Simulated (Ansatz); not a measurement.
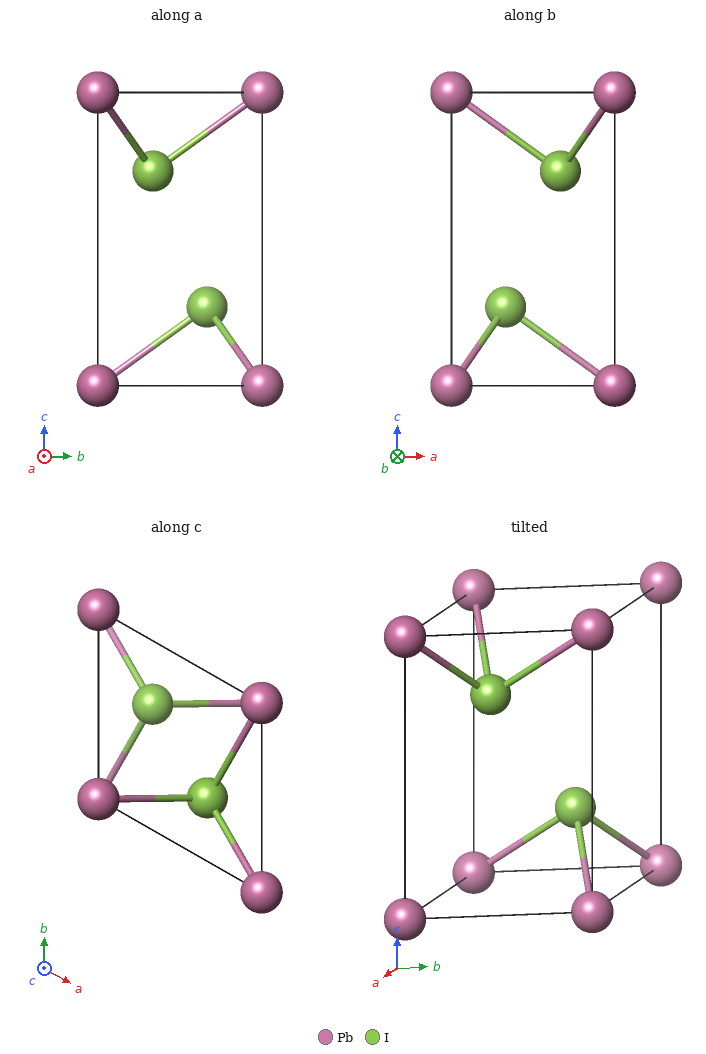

The figure gives a ball-and-stick picture of the atoms, viewed along the a axis, along the b axis, along the c axis and slightly off an axis. The edges of the unit cell are marked.

Lattice parameters: a = 4.518 Å, b = 4.553 Å, c = 7.048 Å, α = 90.00°, β = 90.00°, γ = 119.75°. Put a along x and b in the xy plane.

Question: From the views, write a POSCAR file, with free fractional coordinates to two decimals.

Answer:
```
Pb I
1.0
     4.518    0.000    0.000
    -2.259    3.953    0.000
     0.000    0.000    7.048
Pb I
1 2
Direct
  0.00 0.00 0.00
  0.33 0.66 0.27
  0.67 0.34 0.73
```

The structure comes from a structure type filled with these elements by a generator (whether the compound takes this form wasn't checked). The cell was then strained or its atoms displaced on purpose. It was set up as input for a calculation with Ansatz.
